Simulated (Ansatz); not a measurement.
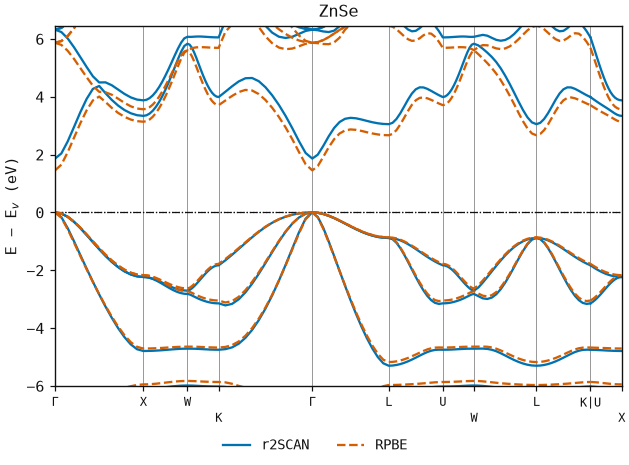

Band structures of zincblende ZnSe, space group F-43m, 2 atoms in the primitive cell (cubic a = 5.668 Å), by two methods on the same cell. Each is counted from its own valence-band top.

### How do the methods compare?

r2SCAN gives a gap of 1.86 eV along the path and RPBE gives a gap of 1.45 eV along the path. Over the top 3 filled bands the two differ by 0.06 eV on average.

Settings. r2SCAN: Ansatz PAW, no spin polarisation, no spin-orbit coupling, 8×8×8 k mesh, 500 eV cutoff, Fermi-Dirac smearing of 0.05 eV (Ansatz 0.2.0). RPBE: Ansatz PAW, no spin polarisation, no spin-orbit coupling, 8×8×8 k mesh, 420 eV cutoff, Fermi-Dirac smearing of 0.05 eV (Ansatz).

The cell is at 4 GPa in RPBE and −0 GPa in r2SCAN. Spin-orbit coupling is left out, which matters for Se. The PAW data sets were made with another functional. LDA, GGA and most meta-GGA functionals understate gaps.
